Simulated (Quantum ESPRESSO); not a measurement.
**Geometry relaxation, with input and output: Re (part 2 of 4)**

The same run, continued: Re (2 atoms in the cell); Kohn-Sham DFT of a periodic cell, WC, SSSP 1.3 efficiency PBE, no spin polarisation (Quantum ESPRESSO 7.5); cutoff 748.31 eV, 5×5×4 k-mesh, fermi-dirac of 0.2 eV. The structure derives from an entry of the Crystallography Open Database.

Geometry of the input (Å; fractional positions):
```
0.0000  -1.9750  -1.9750
0.0000  1.9750  -1.9750
3.9500  0.0000  0.0000
Re 0.4775  0.4286  0.5103
Re 0.0225  0.0714  0.9897
```

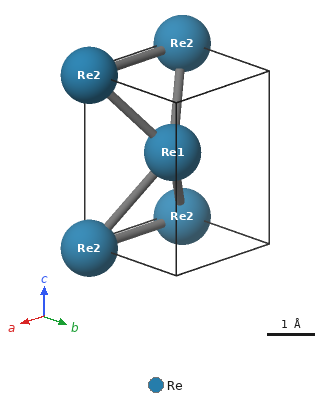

*The structure as given in the input (ball-and-stick view of the cell of the calculation, seen at an oblique angle; atoms are numbered from 1 in the order of the input). An atom can appear more than once, as a periodic image.*

The program's output, continued
```
   -56.7216 -56.6105 -19.0660 -18.7108 -18.4567 -18.3055 -18.1525 -17.9933
    15.2632  17.8665  18.7680  20.1530  21.0714  21.4067  22.8249  23.5352
    24.9572  25.3184  26.0272  28.7611  33.5490  37.8427

          k = 0.3536 0.1414 0.1414 (  1436 PWs)   bands (ev):

   -56.6878 -56.6446 -18.9583 -18.8596 -18.3680 -18.3318 -18.1397 -18.0386
    16.8969  16.9878  19.4593  19.7864  20.3585  20.8420  23.2769  23.4817
    25.0617  25.4810  25.9502  26.1584  36.2420  36.4755

          k = 0.0000 0.2828 0.2828 (  1446 PWs)   bands (ev):

   -56.6867 -56.6094 -18.9538 -18.8736 -18.6788 -18.2764 -18.2714 -18.1527
    17.1348  18.6278  19.6207  19.6320  20.2408  20.5991  23.4265  23.8946
    24.2325  25.4996  27.0856  29.3549  34.7550  36.1066

          k =-0.1768 0.2828 0.2828 (  1434 PWs)   bands (ev):

   -56.6767 -56.6192 -19.1815 -18.9924 -18.4578 -18.2876 -18.1951 -18.0771
    16.7269  17.8606  19.6592  20.5461  20.9787  21.7996  22.4127  23.2417
    25.1740  25.5792  26.7451  29.1755  32.1508  35.4019

          k = 0.1768-0.2828 0.2828 (  1434 PWs)   bands (ev):

   -56.6995 -56.5967 -19.1591 -18.9672 -18.5387 -18.3719 -18.1079 -18.0383
    16.6660  17.8239  19.5179  20.4288  21.3574  21.7973  22.6312  23.0364
    24.5437  25.9386  27.0064  29.7991  31.7601  33.7971

          k = 0.1768 0.2828 0.2828 (  1434 PWs)   bands (ev):

   -56.6762 -56.6197 -19.1425 -19.0409 -18.4442 -18.2861 -18.1793 -18.0989
    16.7269  17.8978  19.6411  20.5973  20.9483  21.7782  22.3828  23.2736
    25.1703  25.5975  26.5358  29.3141  32.3807  35.0116

          k = 0.3536 0.2828 0.2828 (  1440 PWs)   bands (ev):

   -56.6592 -56.6366 -19.2315 -19.1874 -18.3050 -18.2899 -18.1234 -18.0399
    16.8244  16.8910  20.4692  20.5618  22.0671  22.1944  22.6240  22.8067
    25.4006  25.5954  26.7020  27.0249  33.0801  33.3154

          k = 0.0000-0.2828 0.0000 (  1421 PWs)   bands (ev):

   -56.7248 -56.5851 -19.0465 -18.7478 -18.5393 -18.4453 -18.1975 -18.0156
    15.5692  18.1739  19.2443  19.5984  21.3538  21.7876  22.7053  22.9830
    24.2351  25.3918  27.5792  32.4973  32.8922  34.4824

          k = 0.1768-0.0000 0.2828 (  1433 PWs)   bands (ev):

   -56.7057 -56.6043 -19.0261 -18.7505 -18.6410 -18.3210 -18.2416 -18.0205
    16.2021  18.7679  19.1700  19.8404  20.4849  21.7324  22.1341  22.9489
    24.2961  26.0073  26.3002  29.8137  34.6223  36.2189

          k =-0.1768-0.2828 0.0000 (  1433 PWs)   bands (ev):

   -56.7064 -56.6036 -19.0370 -18.7485 -18.5898 -18.4052 -18.2151 -18.0049
    16.2473  18.5349  19.3912  19.5991  20.5133  21.6656  22.4791  23.0982
    24.0541  26.0641  26.4184  29.5940  34.6279  36.1070

          k =-0.1768 0.2828-0.0000 (  1433 PWs)   bands (ev):

   -56.7064 -56.6037 -19.0487 -18.7168 -18.6194 -18.3474 -18.2739 -17.9942
    16.2386  18.5582  19.2693  19.6675  20.6373  21.8661  22.0535  23.2332
    24.0920  26.0466  26.4070  29.4937  34.6099  36.2867

          k = 0.3536-0.2828 0.0000 (  1444 PWs)   bands (ev):

   -56.6751 -56.6350 -18.9757 -18.8688 -18.5364 -18.4317 -18.1437 -18.0525
    17.7375  17.8450  19.7291  20.1044  20.1847  20.6111  22.6332  22.9620
    24.1928  24.5134  27.5733  27.7926  36.2239  36.6490

          k = 0.0000 0.1414 0.4243 (  1434 PWs)   bands (ev):

   -56.6724 -56.6017 -18.9605 -18.9012 -18.6863 -18.4064 -18.3278 -18.2203
    17.4992  18.6062  18.8771  19.4629  20.2302  20.9674  24.0989  24.3177
    24.6584  26.4436  27.1418  30.2742  34.4062  36.1858

          k = 0.0000-0.4243 0.1414 (  1434 PWs)   bands (ev):

   -56.6954 -56.5787 -18.9874 -18.9155 -18.7769 -18.5025 -18.2238 -18.0821
    17.4034  18.3901  18.5725  20.0313  20.1252  21.3608  23.4242  24.2356
    24.8674  26.3362  27.4680  30.5728  33.8221  35.2620

          k = 0.0000-0.4243-0.1414 (  1434 PWs)   bands (ev):

   -56.6730 -56.6011 -18.9774 -18.8861 -18.6872 -18.4193 -18.3205 -18.2113
    17.4624  18.5269  18.7237  19.5937  20.2265  21.0585  24.0231  24.5535
    24.7673  26.5293  27.0581  30.1499  34.5228  35.9549

          k =-0.1768 0.1414 0.4243 (  1427 PWs)   bands (ev):

   -56.6634 -56.6106 -19.1235 -18.9824 -18.5973 -18.4034 -18.2748 -18.1146
    17.4528  18.3684  19.5838  19.7823  20.9416  21.3183  22.0227  23.4598
    26.1173  26.4789  26.8470  30.7820  31.6859  35.3642

          k = 0.1768-0.1414 0.4243 (  1427 PWs)   bands (ev):

   -56.6795 -56.5946 -19.0710 -18.9613 -18.7363 -18.4084 -18.2447 -18.0684
    17.4909  18.3126  19.3951  19.4896  20.6260  21.6216  22.7023  23.6878
    25.2419  26.6692  27.5099  30.8976  31.5172  34.6376

          k =-0.1768-0.4243 0.1414 (  1427 PWs)   bands (ev):

   -56.6801 -56.5940 -19.0915 -18.9281 -18.7443 -18.4234 -18.2410 -18.0616
    17.5838  18.2457  18.9362  19.9695  20.5419  21.5980  22.8739  23.4584
    25.5320  26.7921  27.4043  30.6855  31.2133  35.1540

          k =-0.1768 0.4243-0.1414 (  1427 PWs)   bands (ev):

   -56.6800 -56.5940 -19.0683 -18.9657 -18.7359 -18.3416 -18.3309 -18.0479
    17.5567  18.2970  19.1433  19.6852  20.6933  21.5940  22.8385  23.4452
    25.3187  26.6497  27.5499  30.6881  31.4102  34.8673

          k = 0.1768-0.4243-0.1414 (  1427 PWs)   bands (ev):

   -56.6636 -56.6104 -19.1300 -18.9780 -18.6020 -18.3979 -18.2790 -18.1081
    17.4766  18.3877  18.9823  19.9498  20.8789  21.4068  22.5186  23.5186
    26.1122  26.5145  27.0498  30.5028  31.5750  35.5841

          k = 0.1768 0.4243 0.1414 (  1427 PWs)   bands (ev):

   -56.6633 -56.6106 -19.0842 -19.0260 -18.5926 -18.4110 -18.2516 -18.1309
    17.4839  18.3752  19.2576  19.9764  20.9357  21.3734  22.2568  23.3689
    25.7654  26.7272  26.9141  30.6253  31.6883  35.3430

          k =-0.1768-0.1414-0.4243 (  1427 PWs)   bands (ev):

   -56.6627 -56.6112 -19.0860 -19.0326 -18.5990 -18.3935 -18.2557 -18.1284
    17.4293  18.3950  19.2924  19.7027  20.9341  21.3794  22.3574  23.6645
    25.7915  26.7205  26.9969  30.6752  31.7698  35.3085

          k = 0.3536 0.1414 0.4243 (  1430 PWs)   bands (ev):

   -56.6473 -56.6265 -19.1779 -19.1237 -18.5147 -18.4557 -18.1494 -18.0673
    17.7734  17.8498  19.9518  20.2001  21.4223  21.5450  22.1402  22.4312
    25.6507  26.1604  28.2396  28.6625  32.9827  33.0685

          k = 0.3536-0.4243 0.1414 (  1430 PWs)   bands (ev):

   -56.6542 -56.6199 -19.1152 -19.0413 -18.5969 -18.4984 -18.1680 -18.0725
    17.7754  17.8336  20.0924  20.2876  21.1254  21.3796  22.1700  22.4317
    25.9750  26.1923  28.6585  28.8573  32.6795  32.8737

          k =-0.3536-0.4243-0.1414 (  1430 PWs)   bands (ev):

   -56.6475 -56.6263 -19.1724 -19.1228 -18.5150 -18.4560 -18.1518 -18.0718
    17.8177  17.9009  19.9792  20.1609  21.4126  21.5853  22.1230  22.3086
    25.6461  26.1081  28.2205  28.5886  33.0437  33.1263

          k = 0.0000-0.5657 0.0000 (  1433 PWs)   bands (ev):

   -56.6495 -56.5890 -19.0892 -19.0233 -18.6629 -18.5253 -18.4195 -18.2399
    17.0344  17.3636  17.7399  18.4790  23.0517  23.7481  25.4184  26.0978
    26.4065  26.8978  27.5284  30.3699  32.9559  35.2452

          k = 0.1768-0.0000 0.5657 (  1443 PWs)   bands (ev):

   -56.6410 -56.5974 -19.0831 -19.0146 -18.8272 -18.5647 -18.2997 -18.1778
    17.2510  17.8251  18.6231  19.2521  21.3343  22.3140  24.8501  25.8078
    26.2715  26.9485  28.1219  31.3884  31.7907  34.9627

          k =-0.1768-0.5657 0.0000 (  1443 PWs)   bands (ev):

   -56.6414 -56.5969 -19.0774 -19.0167 -18.8236 -18.5683 -18.3025 -18.1792
    17.4642  17.6576  18.5230  19.4357  21.2358  22.2853  24.9060  25.4585
    26.4289  26.8604  28.5099  31.0061  31.5870  35.1001

          k =-0.1768 0.5657-0.0000 (  1443 PWs)   bands (ev):

   -56.6417 -56.5967 -19.0920 -19.0030 -18.8284 -18.5584 -18.3203 -18.1650
    17.4167  17.6658  18.5188  19.3705  21.3533  22.2776  25.0021  25.3772
    26.4664  26.8922  28.6034  31.0104  31.3694  35.1570

          k = 0.3536-0.5657 0.0000 (  1426 PWs)   bands (ev):

   -56.6282 -56.6099 -19.1041 -19.0090 -18.8187 -18.7029 -18.2093 -18.1304
    18.4198  18.4529  19.4002  19.5365  20.5375  20.8108  24.0119  24.1151
    26.1898  26.5411  29.9872  30.4763  32.7805  33.2914

     the Fermi energy is    23.2281 ev

!    total energy              =    -381.04393353 Ry
     estimated scf accuracy    <          1.9E-11 Ry
     smearing contrib. (-TS)   =      -0.01730376 Ry
     internal energy E=F+TS    =    -381.02662978 Ry

     The total energy is F=E-TS. E is the sum of the following terms:
     one-electron contribution =     -41.06800264 Ry
     hartree contribution      =      39.79870092 Ry
     xc contribution           =    -104.88644914 Ry
     ewald contribution        =    -274.87087891 Ry

     convergence has been achieved in   9 iterations

     negative rho (up, down):  2.668E-01 0.000E+00

     Forces acting on atoms (cartesian axes, Ry/au):

     atom    1 type  1   force =    -0.04327881    0.04363368   -0.05916198
     atom    2 type  1   force =     0.04327881   -0.04363368    0.05916198

     Total force =     0.120641     Total SCF correction =     0.000024

     BFGS Geometry Optimization
     Energy error            =      1.5E-02 Ry
     Gradient error          =      5.9E-02 Ry/Bohr

     number of scf cycles    =   1
     number of bfgs steps    =   0

     energy             new  =    -381.0439335338 Ry

     new trust radius        =       0.0853058794 bohr
     new conv_thr            =       0.0000000004 Ry

ATOMIC_POSITIONS (angstrom)
Re               1.9928038961       -0.0733466557       -1.8208391894
Re               3.9321961039        0.0733466557       -0.1541608106

     NEW-OLD atomic charge density approx. for the potential

     negative rho (up, down):  2.702E-01 0.000E+00

     Self-consistent Calculation

     iteration #  1     ecut=    55.00 Ry     beta= 0.50
     Davidson diagonalization with overlap
     ethr =  1.00E-06,  avg # of iterations =  8.5

     negative rho (up, down):  2.702E-01 0.000E+00

     total energy              =    -381.05515413 Ry
     estimated scf accuracy    <       0.00195638 Ry

[... 66 further cycles ...]
     iteration #  5     ecut=    55.00 Ry     beta= 0.50
     Davidson diagonalization with overlap
     ethr =  8.47E-12,  avg # of iterations =  2.2

     negative rho (up, down):  2.730E-01 0.000E+00

     total energy              =    -381.06913115 Ry
     estimated scf accuracy    <          1.8E-10 Ry

     iteration #  6     ecut=    55.00 Ry     beta= 0.50
     Davidson diagonalization with overlap
     ethr =  6.13E-13,  avg # of iterations =  2.7

     negative rho (up, down):  2.730E-01 0.000E+00

     total energy              =    -381.06913115 Ry
     estimated scf accuracy    <          5.1E-12 Ry

     iteration #  7     ecut=    55.00 Ry     beta= 0.50
     Davidson diagonalization with overlap
     ethr =  1.00E-13,  avg # of iterations =  1.8

     negative rho (up, down):  2.730E-01 0.000E+00

     End of self-consistent calculation

          k = 0.0000 0.0000 0.0000 (  1449 PWs)   bands (ev):

   -56.8031 -56.6762 -19.1173 -18.5108 -18.5108 -18.1313 -18.1278 -18.1278
    13.3884  16.7757  17.6218  21.4308  21.4309  21.4408  24.4249  24.4251
    25.8249  26.7744  27.5240  27.5243  34.8693  34.8695

          k = 0.1768 0.0000 0.0000 (  1426 PWs)   bands (ev):

   -56.7845 -56.6948 -18.9845 -18.4558 -18.4558 -18.2883 -18.1850 -18.1850
    14.2928  17.0724  18.0426  20.6731  21.9795  21.9796  23.4667  23.4939
    24.7197  25.9080  25.9081  26.3693  37.3240  37.3258

          k =-0.3536 0.0000-0.0000 (  1426 PWs)   bands (ev):

   -56.7401 -56.7393 -18.6505 -18.6470 -18.3227 -18.3227 -18.3203 -18.3203
    16.3760  16.3807  19.1939  19.2086  22.0117  22.0363  23.5612  23.5614
    23.5733  23.5736  25.4850  25.4971  40.6544  40.6908

          k = 0.0000 0.1414-0.1414 (  1425 PWs)   bands (ev):

   -56.7800 -56.6772 -19.0080 -18.6722 -18.4583 -18.3673 -18.2082 -18.1478
    14.5172  17.5471  18.5036  20.7228  21.9000  21.9200  22.8515  23.7031
    24.6091  25.1599  26.8339  31.2124  31.4724  36.5327

          k = 0.1768 0.1414-0.1414 (  1424 PWs)   bands (ev):

   -56.7650 -56.6922 -18.9853 -18.5608 -18.5396 -18.4133 -18.1938 -18.1833
    15.2185  17.7521  18.9021  20.6045  21.5828  21.9174  21.9340  23.9476
    24.1426  24.5285  27.0812  28.3980  33.4644  37.1097

          k =-0.3536 0.1414-0.1414 (  1436 PWs)   bands (ev):

   -56.7290 -56.7283 -18.8318 -18.8308 -18.3102 -18.3102 -18.3047 -18.3029
    16.8980  16.8996  19.8734  19.8839  21.2035  21.2197  22.5484  22.5513
    25.0807  25.0944  26.0978  26.0991  36.5240  36.5267

          k = 0.0000 0.2828-0.2828 (  1446 PWs)   bands (ev):

   -56.7305 -56.6911 -18.8903 -18.7769 -18.7353 -18.4286 -18.3362 -18.2172
    17.1057  18.7648  19.7605  19.9759  20.5910  21.1791  22.8593  23.2755
    23.2972  25.1463  27.0055  29.2550  35.1346  36.5660

          k = 0.1768 0.2828-0.2828 (  1434 PWs)   bands (ev):

   -56.7247 -56.6968 -19.0791 -18.9617 -18.4810 -18.3183 -18.3010 -18.2342
    16.7112  17.7250  20.1385  21.2002  21.3808  21.6935  21.8346  22.2083
    25.1188  26.3735  26.5292  29.1527  32.0412  34.8480

          k =-0.3536 0.2828-0.2828 (  1440 PWs)   bands (ev):

   -56.7108 -56.7105 -19.1284 -19.1284 -18.2794 -18.2789 -18.2761 -18.2753
    16.7407  16.7421  21.1687  21.1743  21.4072  21.4073  22.6407  22.6446
    26.6256  26.6295  26.7282  26.7296  33.0965  33.1033

          k = 0.0000 0.0000-0.2828 (  1421 PWs)   bands (ev):

   -56.7593 -56.6760 -18.9145 -18.7247 -18.5233 -18.4907 -18.2656 -18.2620
    15.5174  18.2792  19.2808  19.7853  21.2074  22.4802  22.8171  22.8266
    23.7855  25.1427  27.5318  32.4103  32.7556  34.1453

          k = 0.1768 0.0000-0.2828 (  1433 PWs)   bands (ev):

   -56.7471 -56.6882 -18.9268 -18.6587 -18.6487 -18.4141 -18.3315 -18.2107
    16.1914  18.7742  19.4830  19.9436  20.0801  21.6088  22.8952  23.2132
    24.0283  25.8093  25.9348  29.6419  34.5538  36.4395

          k =-0.3536 0.0000-0.2828 (  1444 PWs)   bands (ev):

   -56.7179 -56.7173 -18.8493 -18.8480 -18.4982 -18.4954 -18.2550 -18.2543
    17.8061  17.8079  19.8836  19.8946  20.6790  20.6857  22.9809  22.9823
    23.8168  23.8311  27.8251  27.8272  36.3231  36.3344

          k = 0.0000 0.1414-0.4243 (  1434 PWs)   bands (ev):

   -56.7159 -56.6839 -18.9238 -18.8368 -18.6853 -18.4473 -18.4361 -18.3467
    17.4302  18.6274  18.9542  19.4065  20.3711  21.2012  24.0741  24.2891
    24.4516  26.3994  26.8495  30.1097  34.3108  35.7294

          k = 0.1768 0.1414-0.4243 (  1427 PWs)   bands (ev):

   -56.7111 -56.6885 -19.0054 -18.9391 -18.6072 -18.4017 -18.3806 -18.3439
    17.5140  18.3254  19.5132  19.7368  20.9177  21.1881  22.8317  23.1268
    26.2685  26.4715  26.9537  30.4784  31.5301  35.0912

          k =-0.3536 0.1414-0.4243 (  1430 PWs)   bands (ev):

   -56.6998 -56.6996 -19.0406 -19.0404 -18.4924 -18.4908 -18.3085 -18.3074
    17.8264  17.8274  20.1929  20.1933  21.4105  21.4147  22.3071  22.3103
    25.8176  25.8268  28.8861  28.8929  33.0224  33.0255

          k = 0.0000 0.0000-0.5657 (  1433 PWs)   bands (ev):

   -56.6883 -56.6761 -19.0581 -19.0275 -18.5740 -18.5153 -18.4784 -18.4747
    16.9910  17.2427  17.8849  18.0389  23.6712  24.1180  25.7146  26.3873
    26.3954  26.5066  27.5275  29.7987  33.3498  34.7752

          k = 0.1768 0.0000-0.5657 (  1443 PWs)   bands (ev):

   -56.6865 -56.6778 -18.9860 -18.9756 -18.7077 -18.5632 -18.4660 -18.4494
    17.7184  17.7383  18.4968  18.7203  21.8996  22.4519  24.8388  25.1769
    26.3980  26.6974  28.9963  30.8345  32.1040  34.4857

          k =-0.3536 0.0000-0.5657 (  1426 PWs)   bands (ev):

   -56.6821 -56.6820 -18.8717 -18.8693 -18.7739 -18.7705 -18.4414 -18.4405
    18.9042  18.9043  19.6574  19.6644  20.1910  20.2015  23.6394  23.6398
    26.4244  26.4308  30.3055  30.3160  34.8523  34.9805

          k = 0.0000 0.1414 0.1414 (  1425 PWs)   bands (ev):

   -56.7800 -56.6772 -19.0080 -18.6722 -18.4583 -18.3673 -18.2082 -18.1478
    14.5172  17.5471  18.5036  20.7229  21.9001  21.9199  22.8514  23.7031
    24.6092  25.1596  26.8341  31.2125  31.4722  36.5327

          k =-0.1768 0.1414 0.1414 (  1424 PWs)   bands (ev):

   -56.7650 -56.6922 -18.9853 -18.5608 -18.5396 -18.4133 -18.1938 -18.1833
    15.2185  17.7520  18.9021  20.6045  21.5830  21.9175  21.9338  23.9479
    24.1422  24.5284  27.0814  28.3980  33.4643  37.1095

          k = 0.1768-0.1414 0.1414 (  1424 PWs)   bands (ev):

   -56.7650 -56.6922 -18.9853 -18.5610 -18.5394 -18.4133 -18.1938 -18.1834
    15.2185  17.7521  18.9021  20.6045  21.5828  21.9174  21.9340  23.9475
    24.1425  24.5286  27.0811  28.3980  33.4644  37.1097

          k = 0.1768 0.1414 0.1414 (  1424 PWs)   bands (ev):

   -56.7650 -56.6922 -18.9853 -18.5613 -18.5391 -18.4133 -18.1938 -18.1834
    15.2185  17.7521  18.9021  20.6045  21.5829  21.9176  21.9338  23.9477
    24.1420  24.5287  27.0813  28.3981  33.4644  37.1095

          k = 0.3536 0.1414 0.1414 (  1436 PWs)   bands (ev):

   -56.7290 -56.7283 -18.8318 -18.8308 -18.3099 -18.3099 -18.3050 -18.3031
    16.8980  16.8995  19.8734  19.8839  21.2036  21.2198  22.5482  22.5512
    25.0808  25.0945  26.0978  26.0991  36.5239  36.5266

          k = 0.0000 0.2828 0.2828 (  1446 PWs)   bands (ev):

   -56.7305 -56.6911 -18.8903 -18.7769 -18.7354 -18.4285 -18.3362 -18.2172
    17.1056  18.7647  19.7605  19.9758  20.5912  21.1794  22.8592  23.2752
    23.2971  25.1465  27.0053  29.2552  35.1343  36.5658
```
